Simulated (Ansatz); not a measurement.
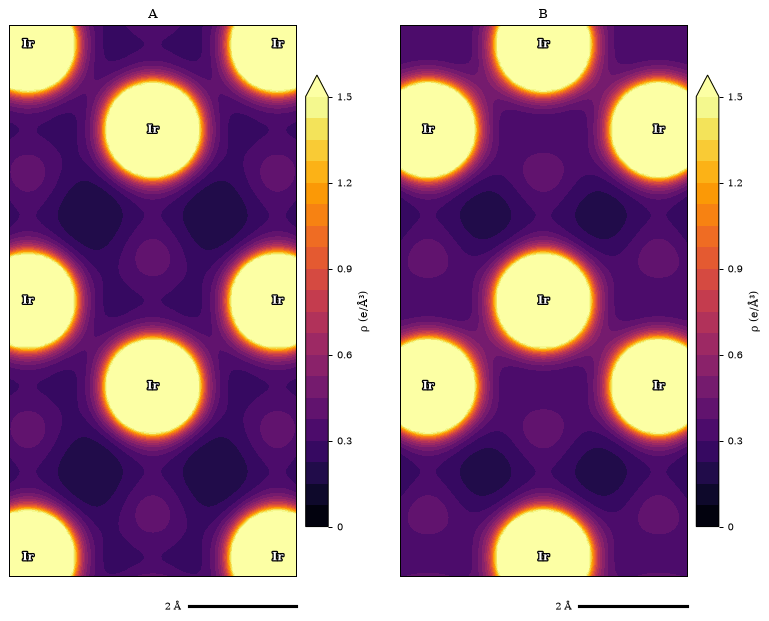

Ir. The valence charge density (pseudo) of two cells that differ in size and shape, on the (110) plane of each (indices in the axes of the calculation cell), at one length scale and on one colour scale; one has 14.0 and the other 15.2 Å³ an atom.

Space group P6₃/mmc; a structure from a database of computed crystals, not necessarily the ambient phase; computed without spin polarisation.

These are results of DFT r2SCAN, scalar-relativistic, plane waves, PAW (Ansatz 0.2.0), not measurements.

The density is the valence pseudo-density of a PAW calculation; it isn't the true density close to the nuclei.

Which is the denser cell? Describe the effect of the change.

Answer. Panel B is the smaller cell, by 8 % in volume. From the larger cell to the smaller, Ir–Ir goes from 2.81 to 2.67 Å, and the density at its midpoint from 0.38 to 0.49 e/Å³; the pressure goes from −20 to 7 GPa.
